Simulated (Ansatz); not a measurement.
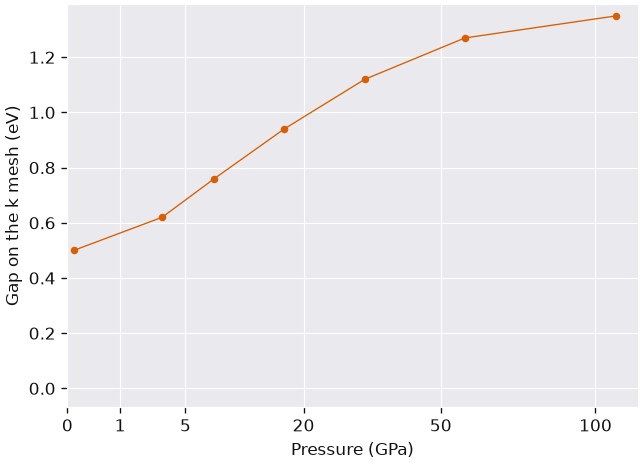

Smallest gap on the k mesh (the pressure axis goes as the square root).

System: zincblende CdSe, space group F-43m (No. 216), 2 atoms in the primitive cell; at the first point, cubic a = 6.196 Å, relaxed at zero pressure beforehand. The cell is squeezed uniformly and kept in this structure, whether or not it stays the stable one. Method: PBE, all-electron LAPW, no spin polarisation, no spin-orbit coupling, 11×11×11 k mesh (Ansatz 0.2.0).

Q: How does the gap change along the series?

A: The gap grows from 0.50 eV at 0 GPa to 1.35 eV at 108 GPa.

```csv
pressure,gap (eV),V/V0
0 GPa,0.50,1.00
3 GPa,0.62,0.94
8 GPa,0.76,0.88
17 GPa,0.94,0.80
32 GPa,1.12,0.72
57 GPa,1.27,0.64
108 GPa,1.35,0.55
```

Spin-orbit coupling is left out, which matters for Se. LDA, GGA and most meta-GGA functionals understate gaps. The usual form of CdSe is wurtzite, though both occur. A mesh with an odd division misses points of the zone boundary, where band edges can lie.
